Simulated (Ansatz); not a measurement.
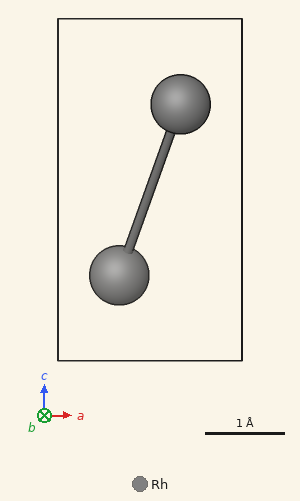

Lattice vibrations of solid Rh at 1.02 times its rest volume, at the zone centre. The picture is a ball-and-stick view of the cell of the calculation, seen along the b axis.

Theory: DFT PBEsol, scalar-relativistic, plane waves, PAW in Ansatz 0.2.0.

The input:
```yaml
crystal:
  lattice:
    - [2.7100015677, 0.0, 0.0]
    - [-1.3550007839, 2.3469302019, 0.0]
    - [0.0, 0.0, 4.3630902806]
  atoms:
    - { symbol: Rh, position: [0.6666666667, 0.3333333333, 0.75] }
    - { symbol: Rh, position: [0.3333333333, 0.6666666667, 0.25] }
basis:
  ecutwfc: 420
kpoints:
  mp_grid: { grid: [18, 18, 10] }
hamiltonian:
  xc: pbesol
scf:
  occupations: { method: fermi_dirac, width: 0.15 }
output:
  eigenvalues: true
phonons:
  method: dfpt
  eigenvectors: true
```

Command:
```bash
ansatz run input.yaml --threads 1 --pin off --max-ram 3072MiB --backend cpu --events-out ev --progress --plain --runs-dir out
```

The frequencies depend somewhat on the k-mesh and the smearing.

Q: Which optical modes does it have, at what frequencies, and is it stable there?

A: The calculation's cell holds 2 atoms, so there are 3 optical modes, in 2 levels. The optical modes span E₂g + B₁g. No level is unstable.

```json
{"level": "1", "symmetry": "E₂g", "frequency (cm⁻¹)": "147", "activity": "Raman-active"}
{"level": "2", "symmetry": "B₁g", "frequency (cm⁻¹)": "236", "activity": "silent"}
```

The displacement patterns (one member of each degenerate set):

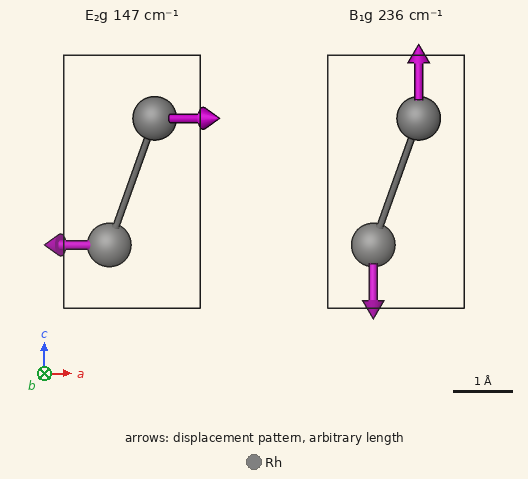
